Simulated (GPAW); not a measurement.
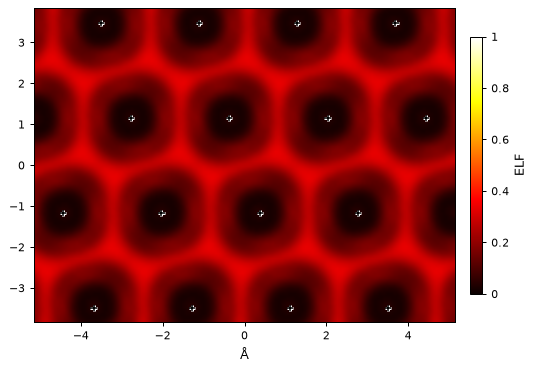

The electron localisation function on a plane through atoms (crosses mark nuclei in the plane).

The calculation used Kohn-Sham DFT of a periodic cell, PBE, GPAW PAW data sets (gpaw-data 1.2.1) in GPAW 26.7.0.

Candidates:
A. Y (slab), a = 3.65 Å, b = 3.65 Å, c = 20.75 Å, α = 90.00°, β = 90.00°, γ = 120.00°. 
B. Ir, a = 2.54 Å, b = 2.57 Å, c = 2.75 Å, α = 64.71°, β = 87.39°, γ = 61.36°. Space group P-1; computed pressure about 27 GPa in this cell.
C. Co, a = 2.40 Å, b = 2.42 Å, c = 2.44 Å, α = 109.82°, β = 107.69°, γ = 110.08°. Space group P-1; a structure from a database of computed crystals, not necessarily the ambient phase; spin-polarised.

### Which candidate gave the map?

Candidate C: Co on the (010) plane of the conventional cell, which holds Co. Co–Co (2.40 Å): the ELF is about 0.25 at the midpoint; no shared electron pair shows on this line. Co–Co (2.44 Å): the ELF is about 0.25 at the midpoint: no shared electron pair shows on this line.
